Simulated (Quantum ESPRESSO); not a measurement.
# H on fcc sites of Pt(111): a series in the coverage, part 3 of 9

Wanted: a table for H on fcc sites of Pt(111) against the coverage, and what can be fitted to it.

Quantum ESPRESSO 7.5; plane-wave DFT, PBE, GBRV ultrasoft pseudopotentials.

So far. Step 2 (Relaxing cell and ions of the reference):  The last row is no step: it is a fresh SCF in the final cell with a new plane-wave basis, -1 meV from the row before. Step 4 (Relaxation with pw.x of the reference): The relaxation lowers the energy by 1 meV an atom.

### Step 5. Relaxing the ions, 0 ML

What the set-up leaves free in this member is relaxed.

System of this step: Pt(111), 3 layers, 1 sites a cell. The cell holds 3 atoms: 3 Pt. Its edges and angles: a = 2.804 Å, b = 2.804 Å, c = 18.742 Å, α = 90.0°, β = 90.0°, γ = 60.0°. It derives from Pt. Vacuum lies along c.

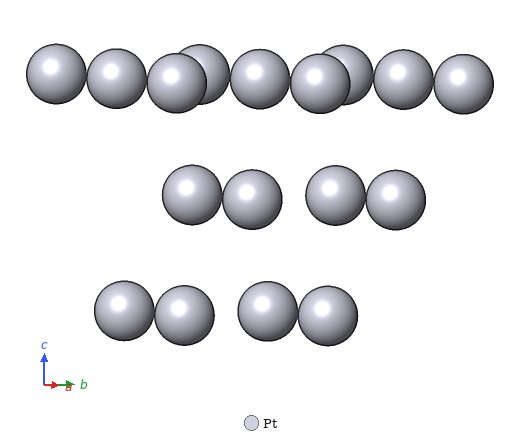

The cell of this step (platinum light grey). 2×2×1 cells are drawn. Some periodic images of atoms are drawn too.

File m0.relax.in:

```
&control
  prefix = 'm0.relax'
  outdir = './out'
  pseudo_dir = './pseudo'
  nstep = 70
  forc_conv_thr = 0.0015
  calculation = 'relax'
/
&system
  ibrav = 0
  nat = 3
  ntyp = 1
  ecutwfc = 40
  ecutrho = 200
  occupations = 'smearing'
  smearing = 'mv'
  degauss = 0.02
/
&electrons
  conv_thr = 1e-07
  mixing_beta = 0.3
  electron_maxstep = 120
  mixing_mode = 'local-TF'
/
&ions
/
ATOMIC_SPECIES
  Pt  195.0840  pt_pbe_v1.4.uspp.F.UPF
CELL_PARAMETERS angstrom
  2.80418559509881 0.00000000000000 0.00000000000000
  1.40209279754940 2.42849596228195 0.00000000000000
  0.00000000000000 0.00000000000000 18.74249197279848
ATOMIC_POSITIONS crystal
  Pt  0.333333333300 0.333333333300 0.377838659128
  Pt  0.666666666700 0.666666666700 0.500000000000 0 0 0
  Pt  0.000000000000 0.000000000000 0.622161340872
K_POINTS automatic
  9 9 1 0 0 0
```

Launch:

```
OMP_NUM_THREADS=1 mpirun -n 16 pw.x -nk 4 -in m0.relax.in > m0.relax.out
```

Output:

```text
[banner, memory and clock lines left out]
Program PWSCF v.7.5 starts

          URL

     Message from routine setup:
     using ibrav=0 with symmetry is DISCOURAGED, use correct ibrav instead

     bravais-lattice index     =            0
     lattice parameter (alat)  =       5.2991  a.u.
     unit-cell volume          =     861.3270 (a.u.)^3
     number of atoms/cell      =            3
     number of atomic types    =            1
     number of electrons       =        48.00
     number of Kohn-Sham states=           29
     kinetic-energy cutoff     =      40.0000  Ry
     charge density cutoff     =     200.0000  Ry
     scf convergence threshold =      1.0E-07
     mixing beta               =       0.3000
     number of iterations used =            8  local-TF  mixing
     energy convergence thresh.=      1.0E-04
     force convergence thresh. =      1.5E-03
     Exchange-correlation=  SLA  PW   PBX  PBC
                           (   1   4   3   4   0   0   0)
     nstep                     =           70

     celldm(1)=   5.299143  celldm(2)=   0.000000  celldm(3)=   0.000000
     celldm(4)=   0.000000  celldm(5)=   0.000000  celldm(6)=   0.000000

     crystal axes: (cart. coord. in units of alat)
               a(1) = (   1.000000   0.000000   0.000000 )
               a(2) = (   0.500000   0.866025   0.000000 )
               a(3) = (   0.000000   0.000000   6.683756 )

     reciprocal axes: (cart. coord. in units 2 pi/alat)
               b(1) = (  1.000000 -0.577350  0.000000 )
               b(2) = (  0.000000  1.154701  0.000000 )
               b(3) = (  0.000000  0.000000  0.149616 )

     PseudoPot. # 1 for Pt read from file:
     ./pseudo/pt_pbe_v1.4.uspp.F.UPF
     Pseudo is Ultrasoft + core correction, Zval = 16.0
     Generated by new atomic code, or converted to UPF format
     Using radial grid of  985 points,  6 beta functions with:
                l(1) =   0
                l(2) =   0
                l(3) =   1
                l(4) =   1
                l(5) =   2
                l(6) =   2
     Q(r) pseudized with  8 coefficients,  rinner =    1.300   1.300   1.300
                                                       1.300   1.300

     atomic species   valence    mass     pseudopotential
     Pt               16.00   195.08400     Pt( 1.00)

     12 Sym. Ops., with inversion, found ( 6 have fractional translation)

   Cartesian axes

     site n.     atom                  positions (alat units)
         1        Pt     tau(   1) = (   0.5000000   0.2886751   2.5253814  )
         2        Pt     tau(   2) = (   1.0000000   0.5773503   3.3418779  )
         3        Pt     tau(   3) = (   0.0000000   0.0000000   4.1583745  )

     number of k points=    12  Marzari-Vanderbilt smearing, width (Ry)=  0.0200
                       cart. coord. in units 2pi/alat
        k(    1) = (   0.0000000   0.0000000   0.0000000), wk =   0.0246914
        k(    2) = (   0.0000000   0.1283001   0.0000000), wk =   0.1481481
        k(    3) = (   0.0000000   0.2566001   0.0000000), wk =   0.1481481
        k(    4) = (   0.0000000   0.3849002   0.0000000), wk =   0.1481481
        k(    5) = (   0.0000000   0.5132002   0.0000000), wk =   0.1481481
        k(    6) = (   0.1111111   0.1924501   0.0000000), wk =   0.1481481
        k(    7) = (   0.1111111   0.3207501   0.0000000), wk =   0.2962963
        k(    8) = (   0.1111111   0.4490502   0.0000000), wk =   0.2962963
        k(    9) = (   0.1111111  -0.5773503   0.0000000), wk =   0.1481481
        k(   10) = (   0.2222222   0.3849002   0.0000000), wk =   0.1481481
        k(   11) = (   0.2222222  -0.6415003   0.0000000), wk =   0.2962963
        k(   12) = (   0.3333333  -0.5773503   0.0000000), wk =   0.0493827

     Dense  grid:    41073 G-vectors     FFT dimensions: (  24,  24, 160)

     Smooth grid:    29555 G-vectors     FFT dimensions: (  24,  24, 144)

     Initial potential from superposition of free atoms

     starting charge      46.5000, renormalised to      48.0000

     negative rho (up, down):  5.597E-01 0.000E+00
     Starting wfcs are   36 randomized atomic wfcs

     per-process dynamical memory:    14.5 Mb

     Self-consistent Calculation

     iteration #  1     ecut=    40.00 Ry     beta= 0.30
     Davidson diagonalization with overlap
     ethr =  1.00E-02,  avg # of iterations =  5.5

     negative rho (up, down):  5.373E-01 0.000E+00

     total energy              =    -632.34619860 Ry
     estimated scf accuracy    <       5.87123701 Ry

     iteration #  2     ecut=    40.00 Ry     beta= 0.30
     Davidson diagonalization with overlap
     ethr =  1.00E-02,  avg # of iterations =  1.0

     negative rho (up, down):  5.201E-01 0.000E+00

     total energy              =    -631.82767706 Ry
     estimated scf accuracy    <       1.99848961 Ry

     iteration #  3     ecut=    40.00 Ry     beta= 0.30
     Davidson diagonalization with overlap
     ethr =  4.16E-03,  avg # of iterations =  2.1

     negative rho (up, down):  5.246E-01 0.000E+00

     total energy              =    -631.97843882 Ry
     estimated scf accuracy    <       0.10797837 Ry

     iteration #  4     ecut=    40.00 Ry     beta= 0.30
     Davidson diagonalization with overlap
     ethr =  2.25E-04,  avg # of iterations =  3.9

     negative rho (up, down):  5.327E-01 0.000E+00

     total energy              =    -631.99166368 Ry
     estimated scf accuracy    <       0.01132092 Ry

     iteration #  5     ecut=    40.00 Ry     beta= 0.30
     Davidson diagonalization with overlap
     ethr =  2.36E-05,  avg # of iterations =  4.2

     negative rho (up, down):  5.460E-01 0.000E+00

     total energy              =    -631.99091736 Ry
     estimated scf accuracy    <       0.00411596 Ry

     iteration #  6     ecut=    40.00 Ry     beta= 0.30
     Davidson diagonalization with overlap
     ethr =  8.57E-06,  avg # of iterations =  4.8

     negative rho (up, down):  5.441E-01 0.000E+00

     total energy              =    -631.99084893 Ry
     estimated scf accuracy    <       0.00235505 Ry

     iteration #  7     ecut=    40.00 Ry     beta= 0.30
     Davidson diagonalization with overlap
     ethr =  4.91E-06,  avg # of iterations =  2.2

     negative rho (up, down):  5.385E-01 0.000E+00

     total energy              =    -631.99032809 Ry
     estimated scf accuracy    <       0.00198268 Ry

     iteration #  8     ecut=    40.00 Ry     beta= 0.30
     Davidson diagonalization with overlap
     ethr =  4.13E-06,  avg # of iterations =  3.9

     negative rho (up, down):  5.393E-01 0.000E+00

[...]
total energy              =    -631.98885891 Ry
     estimated scf accuracy    <       0.00001970 Ry

     iteration #  3     ecut=    40.00 Ry     beta= 0.30
     Davidson diagonalization with overlap
     ethr =  4.11E-08,  avg # of iterations =  1.0

     negative rho (up, down):  5.155E-01 0.000E+00

     total energy              =    -631.98885880 Ry
     estimated scf accuracy    <       0.00000277 Ry

     iteration #  4     ecut=    40.00 Ry     beta= 0.30
     Davidson diagonalization with overlap
     ethr =  5.77E-09,  avg # of iterations =  2.0

     negative rho (up, down):  5.155E-01 0.000E+00

     total energy              =    -631.98885905 Ry
     estimated scf accuracy    <       0.00000032 Ry

     iteration #  5     ecut=    40.00 Ry     beta= 0.30
     Davidson diagonalization with overlap
     ethr =  6.62E-10,  avg # of iterations =  1.2

     negative rho (up, down):  5.155E-01 0.000E+00

     total energy              =    -631.98885903 Ry
     estimated scf accuracy    <       0.00000016 Ry

     iteration #  6     ecut=    40.00 Ry     beta= 0.30
     Davidson diagonalization with overlap
     ethr =  3.36E-10,  avg # of iterations =  1.7

     negative rho (up, down):  5.155E-01 0.000E+00

     total energy              =    -631.98885902 Ry
     estimated scf accuracy    <       0.00000005 Ry

     iteration #  7     ecut=    40.00 Ry     beta= 0.30
     Davidson diagonalization with overlap
     ethr =  9.62E-11,  avg # of iterations =  1.8

     negative rho (up, down):  5.155E-01 0.000E+00

     total energy              =    -631.98885903 Ry
     estimated scf accuracy    <       0.00000002 Ry

     iteration #  8     ecut=    40.00 Ry     beta= 0.30
     Davidson diagonalization with overlap
     ethr =  3.55E-11,  avg # of iterations =  2.0

     negative rho (up, down):  5.154E-01 0.000E+00

     total energy              =    -631.98885904 Ry
     estimated scf accuracy    <          2.9E-09 Ry

     iteration #  9     ecut=    40.00 Ry     beta= 0.30
     Davidson diagonalization with overlap
     ethr =  6.07E-12,  avg # of iterations =  2.1

     negative rho (up, down):  5.154E-01 0.000E+00

     End of self-consistent calculation

          k = 0.0000 0.0000 0.0000 (  3731 PWs)   bands (ev):

   -48.5000 -48.3002 -48.3002 -47.8889 -47.8889 -47.8877 -47.8877 -47.7996
   -47.7681  -4.6885  -2.9143  -2.4514   0.7348   0.8271   0.8271   1.1743
     1.1947   1.1947   1.4280   1.4280   2.8497   2.8497   3.5264   3.5264
     3.5289   4.1887   4.1887   5.1043   9.2379

          k = 0.0000 0.1283 0.0000 (  3695 PWs)   bands (ev):

   -48.4936 -48.3390 -48.3097 -47.9255 -47.9247 -47.8981 -47.8967 -47.7934
   -47.7665  -4.2727  -2.4996  -2.0604   0.4715   0.6763   0.7946   1.1213
     1.2909   1.3791   1.4129   1.7354   2.4807   2.7375   2.8502   3.3539
     3.5176   4.2001   4.6029   6.4929   9.5351

          k = 0.0000 0.2566 0.0000 (  3707 PWs)   bands (ev):

   -48.4783 -48.4355 -48.3335 -48.0196 -48.0142 -47.9214 -47.9196 -47.7792
   -47.7625  -3.2111  -1.6397  -1.2435  -0.1207   0.1866   0.8460   1.0289
     1.4570   1.6395   1.8572   1.9747   2.4015   2.5834   2.8645   3.4593
     3.4912   4.2224   5.6548   8.3965  10.4086

          k = 0.0000 0.3849 0.0000 (  3665 PWs)   bands (ev):

   -48.5431 -48.4637 -48.3605 -48.1253 -48.1112 -47.9478 -47.9455 -47.7656
   -47.7566  -2.2602  -1.5384  -1.1574  -0.7275   0.3705   0.7916   1.3546
     1.5065   2.0559   2.4333   2.7786   3.1964   3.4625   3.7198   3.8247
     4.0274   4.2683   6.7404  10.2299  11.8300

          k = 0.0000 0.5132 0.0000 (  3684 PWs)   bands (ev):

   -48.6124 -48.4575 -48.3781 -48.1936 -48.1704 -47.9651 -47.9624 -47.7601
   -47.7499  -2.0735  -1.7637  -1.3232  -1.1194   0.2587   0.6404   1.3422
     1.8192   2.8634   2.8800   3.9722   4.0069   4.2806   4.6528   4.6879
     4.8070   5.7981   7.8778  10.0379  10.7760

          k = 0.1111 0.1925 0.0000 (  3695 PWs)   bands (ev):

   -48.4827 -48.4031 -48.3298 -47.9881 -47.9841 -47.9172 -47.9164 -47.7832
   -47.7637  -3.5144  -1.7953  -1.3918   0.0228   0.3592   0.5477   1.1282
     1.1323   1.6332   1.7257   2.2347   2.3396   2.4218   2.9103   3.0753
     3.7935   4.0278   5.4137   7.9070  10.1202

          k = 0.1111 0.3208 0.0000 (  3680 PWs)   bands (ev):

   -48.4971 -48.4675 -48.3634 -48.0803 -48.0699 -47.9496 -47.9484 -47.7690
   -47.7592  -2.3737  -1.2196  -0.8386  -0.1957  -0.0439   0.7081   0.9652
     1.0283   1.5220   1.8709   2.3619   2.7746   3.1669   3.6482   3.8235
     3.9805   4.1682   6.4410   9.7202  11.2676

          k = 0.1111 0.4491 0.0000 (  3672 PWs)   bands (ev):

   -48.5782 -48.4570 -48.3930 -48.1598 -48.1417 -47.9781 -47.9768 -47.7597
   -47.7528  -1.7895  -1.4256  -1.0977  -0.6541   0.2540   0.8028   0.9812
     1.5689   2.2309   2.5259   2.7186   3.2457   3.6596   4.0938   4.3536
     5.2445   5.7881   7.9528  11.0262  11.7364

          k = 0.1111-0.5774 0.0000 (  3680 PWs)   bands (ev):

   -48.6099 -48.4541 -48.4046 -48.1910 -48.1688 -47.9892 -47.9881 -47.7576
   -47.7488  -1.7671  -1.5628  -1.1955  -0.8320   0.2191   0.7198   1.0132
     1.8191   2.4836   2.8758   3.4056   3.8305   4.0564   4.0706   4.4460
     6.8372   7.6931   8.0019  10.0424  10.4083

          k = 0.2222 0.3849 0.0000 (  3679 PWs)   bands (ev):

   -48.5489 -48.4561 -48.4151 -48.1315 -48.1161 -47.9992 -47.9969 -47.7577
   -47.7555  -1.4050  -1.0626  -0.5641  -0.2375   0.3220   0.3534   0.9417
     1.1298   1.4901   1.5798   2.6514   2.6567   3.3505   4.0708   4.3837
     5.4239   5.9749   7.9984  11.4924  12.5260

          k = 0.2222-0.6415 0.0000 (  3655 PWs)   bands (ev):

   -48.5737 -48.4574 -48.4491 -48.1553 -48.1390 -48.0400 -48.0363 -47.7536
   -47.7500  -1.0925  -1.0574  -0.6905  -0.1435   0.1769   0.4851   1.1125
     1.4215   1.8961   2.0107   2.4728   3.0328   3.5943   4.0012   4.3515
     7.3486   8.4715   9.8208  10.3078  11.1251

          k = 0.3333-0.5774 0.0000 (  3648 PWs)   bands (ev):

   -48.5274 -48.5274 -48.4451 -48.1108 -48.1078 -48.1078 -48.0905 -47.7500
   -47.7500  -0.7103  -0.6136  -0.6136  -0.0396  -0.0396   0.9254   1.4092
     1.4092   1.4617   1.5011   2.6338   2.6338   3.8271   3.8271   3.9773
     9.1468   9.3266   9.3266  11.4479  11.4487

     the Fermi energy is     4.2037 ev

!    total energy              =    -631.98885903 Ry
     estimated scf accuracy    <          4.4E-10 Ry
     smearing contrib. (-TS)   =      -0.00059299 Ry
     internal energy E=F+TS    =    -631.98826604 Ry

     The total energy is F=E-TS. E is the sum of the following terms:
     one-electron contribution =   -3005.04067254 Ry
     hartree contribution      =    1514.68061413 Ry
     xc contribution           =    -170.46851355 Ry
     ewald contribution        =    1028.84030592 Ry

     convergence has been achieved in   9 iterations

     negative rho (up, down):  5.154E-01 0.000E+00

     Forces acting on atoms (cartesian axes, Ry/au):

     atom    1 type  1   force =     0.00000000   -0.00000000   -0.00120730
     atom    2 type  1   force =     0.00000000    0.00000000    0.00000000
     atom    3 type  1   force =     0.00000000    0.00000000    0.00120730

     Total force =     0.001707     Total SCF correction =     0.000032
     Energy error            =      1.2E-05 Ry
     Gradient error          =      1.2E-03 Ry/Bohr

     bfgs converged in   4 scf cycles and   3 bfgs steps
     (criteria: energy <  1.0E-04 Ry, force <  1.5E-03 Ry/Bohr)

     End of BFGS Geometry Optimization

     Final energy             =    -631.9888590339 Ry

     File ./out/m0.relax.bfgs deleted, as requested
Begin final coordinates

ATOMIC_POSITIONS (crystal)
Pt               0.3333333333        0.3333333333        0.3775828415
Pt               0.6666666667        0.6666666667        0.5000000000    0   0   0
Pt              -0.0000000000        0.0000000000        0.6224171585
End final coordinates

     XML data file, charge density, pseudopotentials, collected wavefunctions

                                        0.00s GPU  (     403 calls)
```

Elapsed: 7.8 s, on 16 MPI ranks of Arm Neoverse V2, shared host; peak memory 0.88 GiB.

Hardly anything moved in the relaxation; the energy changed by under 0.2 meV an atom.

 On the free atoms the largest force ends at 0.031 eV/Å.

Read from the output:

```
free energy  : -8598.6465 eV
Fermi energy : 4.204 eV
```

(Part 3 of 9 ends here.)

[Logs are printed without paths, hosts, clocks, repeated set-up lines and the standing remarks that a program may print on its own settings, such as how far it seeks lower states.]

[Hosts, paths, dates, database ids (printed as entryN), source tags and the programs' standing remarks are cut or masked in the printed files.]

[Maps of the electrostatic potential energy from Ansatz leave out the sawtooth potential of an applied field or a dipole correction, so their vacuum need not be flat; planar profiles and work functions include it.]
